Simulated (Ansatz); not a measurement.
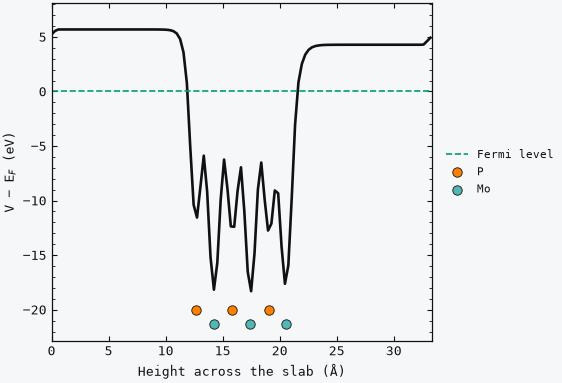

Plane-averaged electrostatic potential energy of an electron across the slab; circles at the bottom mark the heights of the atoms.

Input of the run:

```
crystal:
  lattice:
    - [3.2062346808, 0.0, 0.0]
    - [-1.6031173404, 2.7766806841, 0.0]
    - [0.0, 0.0, 33.3519125844]
  atoms:
    - { symbol: P, position: [0.6572453123, 0.3427546877, 0.2280346775] }
    - { symbol: Mo, position: [-0.0089894488, 0.0089894488, 0.2758409342] }
    - { symbol: P, position: [0.6570618832, 0.3429381168, 0.3244096826] }
    - { symbol: Mo, position: [-0.0103418874, 0.0103418874, 0.3718263482] }
    - { symbol: P, position: [0.6607024875, 0.3392975125, 0.420395972] }
    - { symbol: Mo, position: [-0.0139520044, 0.0139520044, 0.4644089657] }
basis:
  ecutwfc: 420
kpoints:
  mp_grid: { grid: [12, 12, 1] }
hamiltonian:
  xc: pbesol
scf:
  occupations: { method: gaussian, width: 0.1 }
output:
  forces: true
  stress: true
  eigenvalues: true
  write_density: true
  write_potential: true
  elf: true
  volumetric_format: npy
efield:
  axis: 3
  dipole_correction: true
  ramp_width: 0.04
```

Launched with:
```bash
ansatz run input.yaml --threads 4 --pin off --max-ram 10240MiB --backend cpu --events-out ev --progress --plain --runs-dir out
```

Q: What is the work function?

A: The work function is 4.29 eV at the right face and 5.69 eV at the left.

Q: How thick are slab and vacuum?

A: The outermost atoms are 7.9 Å apart, which leaves 25.5 Å of vacuum in a cell 33.4 Å high.

The atoms aren't at rest in this cell (largest force 1.1 eV/Å), so the relaxed material can differ.
